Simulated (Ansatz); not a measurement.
Here is a crystal structure:

```
CELL_PARAMETERS angstrom
2.90078 0.00000 0.00000
-1.45039 2.51215 0.00000
0.00000 0.00000 5.14109
ATOMIC_POSITIONS crystal
Ta 0.33333 0.66667 0.25000
Ta 0.66667 0.33333 0.75000
```

Question: Summarise the structure in words.

Answer: The element is tantalum. The lattice is primitive hexagonal and the space group P6_3/mmc (No. 194). The structure is of the kind named hexagonal close-packed (Mg type). The cell holds two atoms. Ta is linked to twelve Ta in an anticuboctahedral arrangement at 2.90 to 3.07 Å. The bonds build a three-dimensional framework.

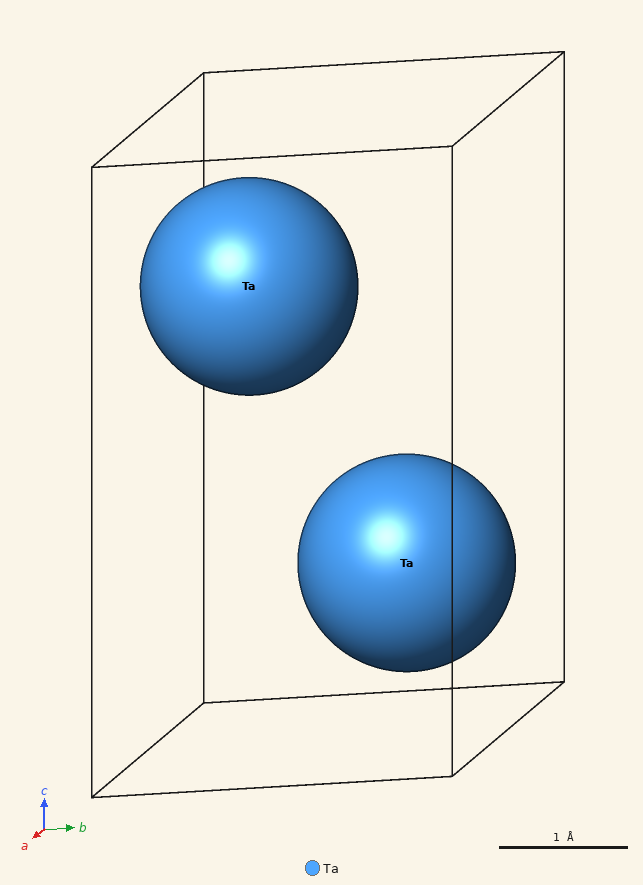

Spheres-only drawing of the structure, looking slightly off an axis. The conventional unit cell is outlined; an atom on or near a face, edge or corner is repeated at each equivalent position.

Its origin is a structure listed in the Materials Project, with elements exchanged, so it need not be a known form of the compound. This is the structure after a relaxation with Ansatz, DFT PBE, scalar-relativistic, plane waves, PAW.
